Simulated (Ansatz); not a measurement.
# Geometry relaxation, with input and output: AlP

System: AlP (2 atoms in the cell).
Method: DFT PBE, scalar-relativistic, plane waves, PAW, no spin polarisation (Ansatz 0.2.0).

The structure derives from a Materials Project entry. Figures and captions count atoms from 1; the log counts them from 0 in places.

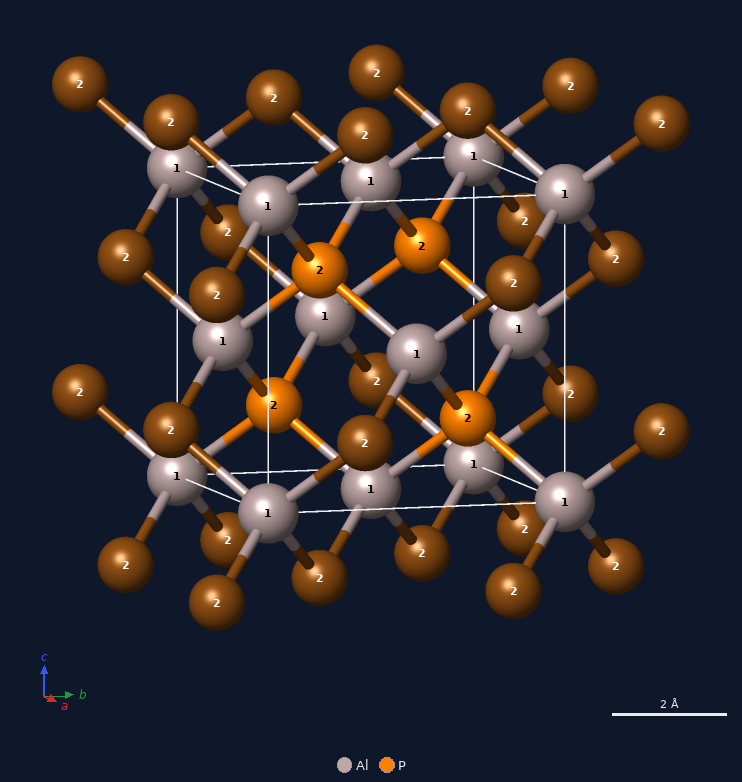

The structure as given in the input (ball-and-stick view of the cell 4 times as large as that of the calculation, set on its symmetry axes, seen slightly off an axis; neighbours outside the cell are drawn fainter; atoms are numbered from 1 in the order of the input). An atom can appear more than once, as a periodic image. Near neighbours in the periodic cell (some may lie outside the picture): Al has 4 P at 2.37 Å; P has 4 Al at 2.37 Å.

Results in brief

| quantity | value |
| --- | --- |
| outcome | converged |
| space group (tolerance 0.01 Å) | F-43m (216) |
| electrons treated | 8 |
| free energy | −1294.4433 eV |
| Fermi energy | 5.614 eV |
| gap on the k-point mesh | 1.63 eV |
| pressure | 0.02 GPa |
| final volume | 41.76 Å³ |
| largest force (length of the vector) at the end | under 0.001 eV/Å |
| final cell | a = 3.894 Å, b = 3.894 Å, c = 3.894 Å, α = 60.00°, β = 60.00°, γ = 60.00° |
| hardware | 4 threads of Arm Neoverse N1, 16 GiB of memory available, shared host |
| wall time | 3 s (CPU time 10 s) |
| peak memory | 0.31 GiB |

The input
```yaml
crystal:
  lattice:
    - [0.0, 2.736483713, 2.736483713]
    - [2.736483713, 0.0, 2.736483713]
    - [2.736483713, 2.736483713, 0.0]
  atoms:
    - { symbol: Al, position: [0.0, 0.0, 0.0] }
    - { symbol: P, position: [0.75, 0.75, 0.75] }
basis:
  ecutwfc: 420
kpoints:
  mp_grid: { grid: [8, 8, 8] }
hamiltonian:
  xc: pbe
scf:
  occupations: { method: gaussian, width: 0.02 }
output:
  forces: true
  stress: true
  eigenvalues: true
relax:
  adjacent_minimum: "off"
  f_tol: 0.005
  max_steps: 80
  cell: { stress_tol: 0.05 }
```

Launch command:
```bash
ansatz run input.yaml --threads 4 --pin off --max-ram 8192MiB --backend cpu --events-out ev --progress --plain --runs-dir out
```

Log
```
Engine: ansatz 0.2.0, aarch64-unknown-linux-gnu
Pseudopotentials: kind: paw
Pseudopotential: Al, paw, valence charge 3, recommended cutoff 420 eV (normal), Al.paw.azcp
Pseudopotential: P, paw, valence charge 5, recommended cutoff 420 eV (normal), P.paw.azcp
Functional definition: PBE
  parameter kappa = 0.804
  parameter beta = 0.06672455060314922
  exchange = pbe_x(kappa = kappa, mu = beta*pi^2/3)
  correlation = pbe_c(beta = beta)
Crystal: 2 atoms, lattice volume = 40.983 Å³
Basis set: ecut = 420 eV, 821 PW (Γ), exchange–correlation on 54×54×54 points (8 copies of the dense FFT grid, shifted against one another)
Bands: 8, of which v1, the nominal top of the filled ones, is band 4 counted from 1 (3 counted from 0)
Symmetry: 24 space group operations
Space group: F-43m (ITA 216), of the structure as read, at distance tolerance 3.4e-5 Å
k-points: 29 of 512 (time reversal used)
Non-local potential: Al, projectors of the file, l = 0: 2, l = 1: 2, l = 2: 1
Non-local potential: P, projectors of the file, l = 0: 2, l = 1: 2, l = 2: 2
PAW form: soft (Blöchl's): semilocal exchange-correlation on the pseudo side does not see the compensation charge
PAW one-centre angular grid: Al, 110 points (default); XC on 64 Gauss nodes
PAW one-centre angular grid: P, 110 points (default); XC on 64 Gauss nodes
Initial density: superposition of atomic densities (neutral atoms: chi_scale 0, normalization atom), corrected by the library's trained network
Initial wavefunctions: pseudopotential atomic-orbital guess
Functional: x = pbe(κ = 0.804, μ = 0.2195149727645171), c = pbe(β = 0.06672455060314922)
SCF iter   1: F=—  HF=-1294.439484 eV  |F-HF|=—  |Δ(HF+E_count)|=         —  Δρ=1.26e-3  dr2=1.08e-3  ethr=1.77e-3  ⟨swp⟩=6.4  Hψ=2226  notcnv=0
preconditioner: auto → none  [insulator: Δε(μ)=1.580 eV  Ē_g=9.937 eV  σ=0.020 eV  W_gap=1.00  n_scr=8 (ndim 8)  ℏωp=16.4 eV  f_vac=0.000  D(μ)=0.00/eV (n_scr^D=0)  ε∞_Penn≈3.7]
SCF iter   2: F=—  HF=-1294.439279 eV  |F-HF|=—  |Δ(HF+E_count)|=   2.05e-4  Δρ=3.77e-4  dr2=4.58e-5  ethr=1.35e-5  ⟨swp⟩=2.2  Hψ=675  notcnv=0
SCF iter   3: F=—  HF=-1294.439335 eV  |F-HF|=—  |Δ(HF+E_count)|=   5.65e-5  Δρ=1.57e-4  dr2=6.59e-6  ethr=5.72e-7  ⟨swp⟩=2.3  Hψ=346  notcnv=0
SCF iter   4: F=—  HF=-1294.439346 eV  |F-HF|=—  |Δ(HF+E_count)|=   1.05e-5  Δρ=1.61e-5  dr2=1.71e-7  ethr=8.24e-8  ⟨swp⟩=2.6  Hψ=355  notcnv=0
iter 5 did not close the SCF: its close was put off for the readings that it lacked (scf_convergence_deferred on its scf_iter line)
SCF iter   5: F=-1294.439346 eV  HF=-1294.439346 eV  |F-HF|=2.36e-8  |Δ(HF+E_count)|=   3.97e-8  Δρ=7.14e-6  dr2=3.25e-8  ethr=2.13e-9  ⟨swp⟩=2.2  Hψ=361  notcnv=0
SCF iter   6: F=-1294.439346 eV  HF=-1294.439346 eV  |F-HF|=2.49e-9  |Δ(HF+E_count)|=   9.31e-9  Δρ=2.41e-6  dr2=3.53e-9  ethr=4.07e-10  ⟨swp⟩=3.9  Hψ=1354  notcnv=0
SCF 1 converged in 6 iterations: F = -1294.439346 eV  dr2 = 3.53e-9
  greatest PAW one-centre occupation: 0.780 electrons in one spin orbital (limit 2), on the P atom at site 1 (counted from 0), in its partial waves of l = 0
relax step   1: F+E_penalty+E_count = -1294.43934560 eV  Δ(F+E_penalty+E_count) = +0.000e0 eV  max|allowed force component| = 1.758e-16 eV/Å  Δτ_max = 0.0000 Å  P = +1.636 GPa  Ω = 40.983 Å³  (6 SCF iters, dr2 threshold 1.00e-7 eV, accepted)
Crystal: 2 atoms, lattice volume = 41.566 Å³
Basis set: ecut = 420 eV, 869 PW (Γ), exchange–correlation on 54×54×54 points (8 copies of the dense FFT grid, shifted against one another)
Initial density: handed on by an earlier stage of this run
Initial wavefunctions: those handed on with the density
iter 1 solved again at ethr=4.98e-6 eV; its pass at ethr=3.10e-3 eV (dr2=3.99e-4 eV) is discarded
SCF iter   1: F=—  HF=-1294.443034 eV  |F-HF|=—  |Δ(HF+E_count)|=         —  Δρ=7.56e-4  dr2=3.97e-4  ethr=4.98e-6  ⟨swp⟩=2.2  Hψ=2279  notcnv=0
preconditioner: auto → none  [insulator: Δε(μ)=1.614 eV  Ē_g=9.872 eV  σ=0.020 eV  W_gap=1.00  n_scr=8 (ndim 8)  ℏωp=16.3 eV  f_vac=0.000  D(μ)=0.00/eV (n_scr^D=0)  ε∞_Penn≈3.7]
SCF iter   2: F=—  HF=-1294.442922 eV  |F-HF|=—  |Δ(HF+E_count)|=   1.12e-4  Δρ=2.77e-4  dr2=3.56e-5  ethr=4.97e-6  ⟨swp⟩=2.1  Hψ=349  notcnv=0
SCF iter   3: F=—  HF=-1294.442917 eV  |F-HF|=—  |Δ(HF+E_count)|=   4.90e-6  Δρ=7.83e-5  dr2=3.39e-6  ethr=4.45e-7  ⟨swp⟩=2.0  Hψ=321  notcnv=0
SCF iter   4: F=-1294.442918 eV  HF=-1294.442918 eV  |F-HF|=7.43e-8  |Δ(HF+E_count)|=   3.51e-7  Δρ=1.70e-5  dr2=8.60e-8  ethr=2.50e-9  ⟨swp⟩=4.8  Hψ=1466  notcnv=0
SCF 2 converged in 4 iterations: F = -1294.442918 eV  dr2 = 8.60e-8
relax step   2: F+E_penalty+E_count = -1294.44291758 eV  Δ(F+E_penalty+E_count) = -3.572e-3 eV  max|allowed force component| = 3.816e-17 eV/Å  Δτ_max = 0.0000 Å  P = +0.403 GPa  Ω = 41.566 Å³  energy of the carried Pulay correction = -1.125e-4 eV  (4 SCF iters, dr2 threshold 2.00e-7 eV, accepted)
Crystal: 2 atoms, lattice volume = 41.760 Å³
iter 1 solved again at ethr=5.36e-7 eV; its pass at ethr=3.10e-3 eV (dr2=4.29e-5 eV) is discarded
SCF iter   1: F=—  HF=-1294.443144 eV  |F-HF|=—  |Δ(HF+E_count)|=         —  Δρ=2.47e-4  dr2=4.31e-5  ethr=5.36e-7  ⟨swp⟩=2.2  Hψ=2188  notcnv=0
preconditioner: auto → none  [insulator: Δε(μ)=1.629 eV  Ē_g=9.852 eV  σ=0.020 eV  W_gap=1.00  n_scr=8 (ndim 8)  ℏωp=16.3 eV  f_vac=0.000  D(μ)=0.00/eV (n_scr^D=0)  ε∞_Penn≈3.7]
SCF iter   2: F=—  HF=-1294.443132 eV  |F-HF|=—  |Δ(HF+E_count)|=   1.21e-5  Δρ=9.56e-5  dr2=4.20e-6  ethr=5.36e-7  ⟨swp⟩=2.1  Hψ=351  notcnv=0
SCF iter   3: F=—  HF=-1294.443132 eV  |F-HF|=—  |Δ(HF+E_count)|=   2.78e-7  Δρ=2.76e-5  dr2=4.31e-7  ethr=5.25e-8  ⟨swp⟩=2.1  Hψ=327  notcnv=0
SCF iter   4: F=-1294.443132 eV  HF=-1294.443132 eV  |F-HF|=1.09e-8  |Δ(HF+E_count)|=   8.11e-8  Δρ=6.05e-6  dr2=1.10e-8  ethr=2.50e-9  ⟨swp⟩=6.3  Hψ=1278  notcnv=0
SCF 3 converged in 4 iterations: F = -1294.443132 eV  dr2 = 1.10e-8
relax step   3: F+E_penalty+E_count = -1294.44313180 eV  Δ(F+E_penalty+E_count) = -2.142e-4 eV  max|allowed force component| = 5.204e-17 eV/Å  Δτ_max = 0.0000 Å  P = +0.012 GPa  Ω = 41.760 Å³  energy of the carried Pulay correction = -1.496e-4 eV  (4 SCF iters, dr2 threshold 2.00e-7 eV, accepted)
Initial wavefunctions: pseudopotential atomic-orbital guess (no wavefunctions were taken with the density)
iter 1 solved again at ethr=1.26e-7 eV; its pass at ethr=3.10e-3 eV (dr2=1.00e-5 eV) is discarded
SCF iter   1: F=—  HF=-1294.443304 eV  |F-HF|=—  |Δ(HF+E_count)|=         —  Δρ=1.45e-5  dr2=2.41e-8  ethr=1.26e-7  ⟨swp⟩=3.1  Hψ=3004  notcnv=0
preconditioner: auto → none  [insulator: Δε(μ)=1.632 eV  Ē_g=9.853 eV  σ=0.020 eV  W_gap=1.00  n_scr=8 (ndim 8)  ℏωp=16.3 eV  f_vac=0.000  D(μ)=0.00/eV (n_scr^D=0)  ε∞_Penn≈3.7]
SCF iter   2: F=—  HF=-1294.443303 eV  |F-HF|=—  |Δ(HF+E_count)|=   1.61e-6  Δρ=7.68e-6  dr2=6.23e-9  ethr=3.01e-10  ⟨swp⟩=2.5  Hψ=380  notcnv=0
SCF iter   3: F=—  HF=-1294.443303 eV  |F-HF|=—  |Δ(HF+E_count)|=   3.83e-8  Δρ=2.84e-6  dr2=9.26e-10  ethr=7.78e-11  ⟨swp⟩=2.3  Hψ=353  notcnv=0
SCF iter   4: F=-1294.443303 eV  HF=-1294.443303 eV  |F-HF|=3.27e-11  |Δ(HF+E_count)|=   6.94e-9  Δρ=2.55e-7  dr2=1.54e-11  ethr=1.00e-12  ⟨swp⟩=5.7  Hψ=1409  notcnv=0
SCF 4 converged in 4 iterations: F = -1294.443303 eV  dr2 = 1.54e-11
relax step   4: F+E_penalty+E_count = -1294.44330288 eV  Δ(F+E_penalty+E_count) = -1.711e-4 eV  max|allowed force component| = 4.279e-17 eV/Å  Δτ_max = 0.0000 Å  P = +0.020 GPa  Ω = 41.760 Å³  stress off target by 1.95e-2 GPa  SCF on the basis re-selected at this cell (its energy is not comparable with the rows above)  (4 SCF iters)
```

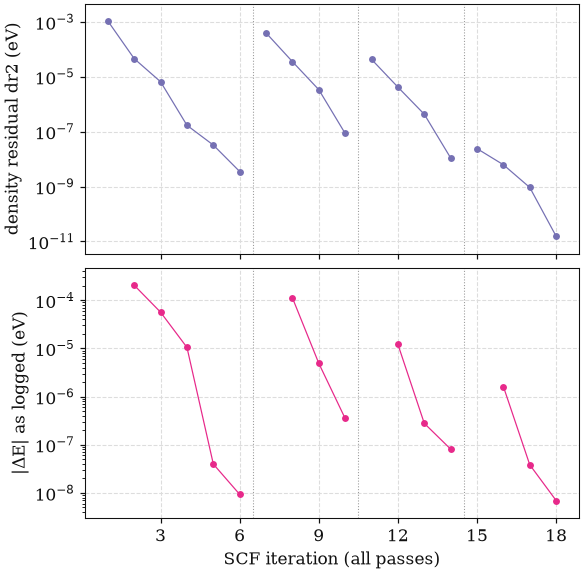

Convergence of the self-consistent field: density residual dr2 and size of the energy change against the SCF iteration. The dotted lines part the SCF passes of the relaxation: geometry steps, rejected trials and re-solves on a re-selected basis. The passes take 6, 4, 4 and 4 iterations.

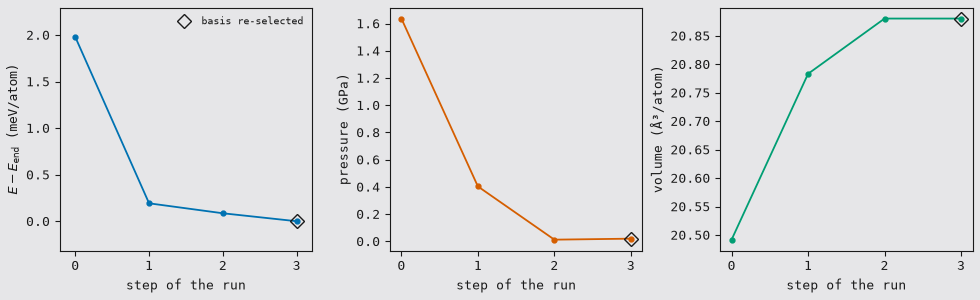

Progress of the relaxation, step by step (the first geometry is step 0 here and step 1 in the log).

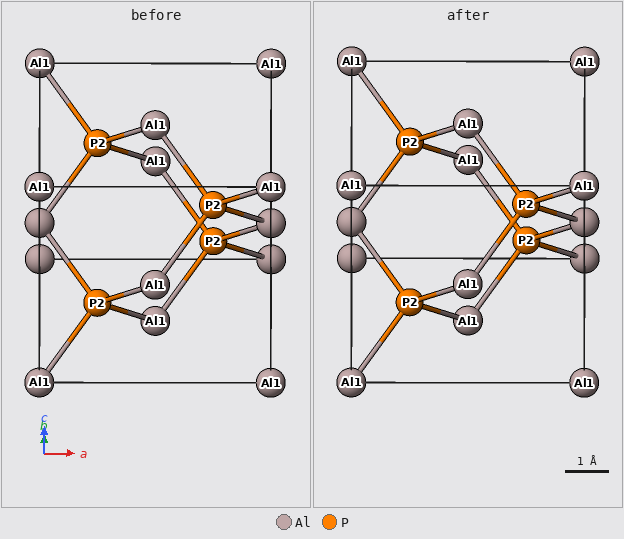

Before (left) and after (right) the relaxation, at one scale (ball-and-stick view of the cell 4 times as large as that of the calculation, set on its symmetry axes, seen at an oblique angle). The atoms keep their places relative to the cell (all moves are under 0.005 Å). The drawn cell changes as follows: a = b = c 5.473 → 5.507 Å (+0.6 %); the volume changes by +1.9 %. Distances before and after: Al1–P2 2.370 → 2.385 Å. The space group stays F-43m (No. 216). Over 2 geometry steps the energy falls by 1.9 meV per atom. All forces vanish by symmetry, so only the cell relaxes. Pressure: 1.64 GPa at the start and 0.02 GPa at the end. A last SCF at the same geometry on a re-selected plane-wave basis shifts the energy by −0.1 meV per atom. (Atoms are counted from 1 in the order of the input.)

```
basis re-selected at this cell: Δ(F+E_penalty+E_count) = -1.711e-4 eV, ΔP = +0.007 GPa vs the last step (what re-selecting the basis moved, of the pressure what is left beyond the Pulay correction that the steps carried, after the strain that the cell walked since its last selection, with what the two solves' SCF thresholds leave and, on support functions, any second-order correction that the steps lacked; it is no measure of the basis error at this ecutwfc). This SCF's stress stands 1.95e-2 GPa from its target on what of the cell is left free (relax.cell.stress_tol is 5.00e-2 GPa) and its largest allowed force component is 4.28e-17 eV/Å (relax.f_tol is 5.00e-3 eV/Å): within both
SCF converged after 4 iterations
Free energy (F): -1294.443303 eV
Harris-Foulkes:  -1294.443303 eV  (|F-HF|=3.27e-11)
Internal energy: -1294.443303 eV  (E = F + TS)
E sigma→0 (E₀):  -1294.443303 eV
Fermi energy:    5.614265 eV
--- Per-component energies (eV) ---
  E_band       = 3.357272
  E_kinetic    = 93.118057
  E_local      = -84.117326  (includes V_loc(G=0)·N_el)
  E_nonlocal   = 44.432273
  E_hartree    = 25.461417
  E_xc         = -101.257684
  E_vxc        = -89.695621  (∫ρ·V_xc dr)
  E_paw        = -1036.837520  (= ΣΔE_a)
  E_vpaw       = -11.302930  (= ΣTr[D̂ρ^β])
  E_aug_tail   = 0.000001  (compensation charges beyond the density's cutoff)
  E_ewald      = -235.242519
  E_smearing   = -0.000000  (= −TS)
  E_closure    = -0.000000  (closes the sum)
  Σ components = -1294.443303   (vs F -1294.443303, Δ=0.00e0)
--- Forces (eV/Å), atoms counted from 1 ---
  atom   1  Al    -0.00000000     0.00000000     0.00000000
  atom   2  P      0.00000000    -0.00000000    -0.00000000
  max |Σ_I F_I| component: 4.39e-17 eV/Å
--- Stress (GPa, compression-positive) ---
        0.019514       0.000000       0.000000
        0.000000       0.019514       0.000000
        0.000000       0.000000       0.019514
  P = ⅓ Tr σ = 0.0195 GPa (0.195 kbar)
--- Band table (eV; the first three rows and the last of 29) ---
  k-point 0: bands = ["-6.5548", "4.7984", "4.7984", "4.7984", "7.8856", "9.3252", "9.3252", "9.3252"]
  k-point 1: bands = ["-6.3877", "3.5849", "4.6543", "4.6543", "8.3595", "9.6009", "9.6009", "9.7878"]
  k-point 2: bands = ["-5.9184", "1.6742", "4.3670", "4.3670", "8.0242", "9.9084", "9.9084", "11.5678"]
  k-point 28: bands = ["-4.2585", "-0.0501", "1.7271", "2.0748", "9.1149", "10.6095", "10.9203", "11.0899"]
--- Relaxed structure (3 steps of the walk, 3 accepted, 1 SCFs on fresh bases) ---
  F+E_penalty+E_count = -1294.44330288 eV   max|allowed force component| = 4.279e-17 eV/Å   (the final SCF, on the basis selected at the relaxed cell)
  cell:  # Å, volume = 41.7605 Å³
    - [1.5668269001153937e-33, 2.753669942167697, 2.753669942167697]
    - [2.753669942167697, 8.254502693290856e-33, 2.753669942167697]
    - [2.753669942167697, 2.753669942167697, 5.133587323142307e-33]
  atoms:
    - { symbol: Al, position: [9.548916966595848e-34, -5.582725735172928e-34, -9.079718743285188e-34] }
    - { symbol: P, position: [0.75, 0.75, 0.75] }
```

Trajectory as extended XYZ (Å, eV, eV/Å), 4 frames, from step=1 to step=4
```
2
Lattice="0.0000 2.7365 2.7365 2.7365 0.0000 2.7365 2.7365 2.7365 0.0000" Properties=species:S:1:pos:R:3:forces:R:3 step=1 energy=-1294.43935 pressure_GPa=1.64
Al    0.0000    0.0000    0.0000    0.0000   0.0000   0.0000
P     4.1047    4.1047    4.1047    0.0000   0.0000   0.0000
2
Lattice="0.0000 2.7494 2.7494 2.7494 0.0000 2.7494 2.7494 2.7494 0.0000" Properties=species:S:1:pos:R:3:forces:R:3 step=2 energy=-1294.44292 pressure_GPa=0.40
Al    0.0000    0.0000    0.0000    0.0000   0.0000   0.0000
P     4.1241    4.1241    4.1241    0.0000   0.0000   0.0000
2
Lattice="0.0000 2.7537 2.7537 2.7537 0.0000 2.7537 2.7537 2.7537 0.0000" Properties=species:S:1:pos:R:3:forces:R:3 step=3 energy=-1294.44313 pressure_GPa=0.01
Al    0.0000    0.0000    0.0000    0.0000   0.0000   0.0000
P     4.1305    4.1305    4.1305    0.0000   0.0000   0.0000
2
Lattice="0.0000 2.7537 2.7537 2.7537 0.0000 2.7537 2.7537 2.7537 0.0000" Properties=species:S:1:pos:R:3:forces:R:3 step=4 energy=-1294.44330 pressure_GPa=0.02
Al    0.0000    0.0000    0.0000    0.0000   0.0000   0.0000
P     4.1305    4.1305    4.1305    0.0000   0.0000   0.0000
```
